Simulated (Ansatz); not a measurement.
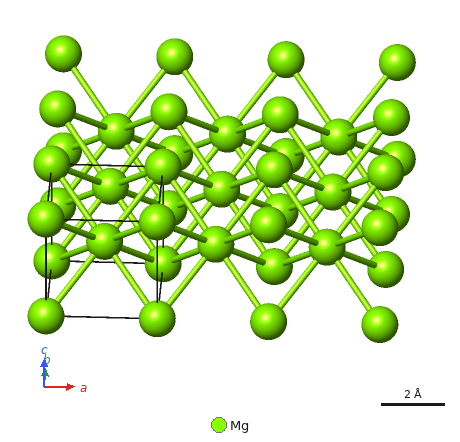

The starting point is a symmetric starting cell of Mg. The picture is a ball-and-stick view of the conventional cell (2 times the calculation's cell), repeated 3 × 3 × 1 with one cell outlined, seen from a free direction. Lengths and directions refer to the drawn axes.

Theory: DFT PBE, scalar-relativistic, plane waves, PAW (Ansatz 0.2.0). Set-up: plane-wave cutoff 420 eV; k-point mesh 16 × 16 × 16; occupations gaussian; smearing width 0.1 eV; no spin polarisation.

Change: All lengths are scaled by +4.7 % (volume +14.9 %), the atoms keeping their fractional coordinates. No relaxation follows. The starting cell wasn't computed here and needn't be at equilibrium, so pressure and forces aren't due to the change alone.

Input
```yaml
crystal:
  lattice:
    - [-1.856687168, 1.856687168, 1.856687168]
    - [1.856687168, -1.856687168, 1.856687168]
    - [1.856687168, 1.856687168, -1.856687168]
  atoms:
    - { symbol: Mg, position: [0.0, 0.0, 0.0] }
basis:
  ecutwfc: 420
kpoints:
  mp_grid: { grid: [16, 16, 16] }
hamiltonian:
  xc: pbe
scf:
  occupations: { method: gaussian, width: 0.1 }
output:
  forces: true
  stress: true
  eigenvalues: true
  populations: true
```

Command:
```bash
ansatz run input.yaml --threads 1 --pin off --max-ram 1331MiB --backend cpu --events-out ev --progress --plain --runs-dir out
```

### What does the calculation give for the changed structure?

The pressure is −3.0 GPa (not all of it need come from the change, since the unchanged cell can be under pressure at this level too). All forces vanish by symmetry. Among the bonded contacts that change: Mg–Mg 3.071 → 3.216 Å. The space group stays Im-3m (No. 229).

Drawn alike, the variant:

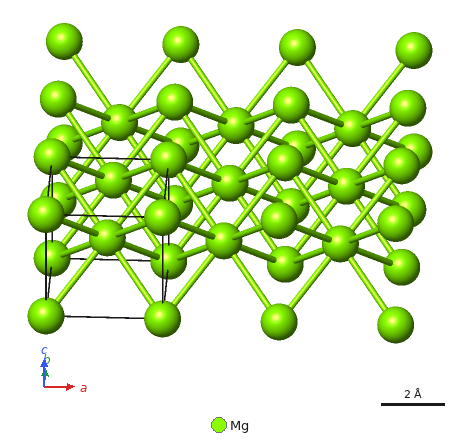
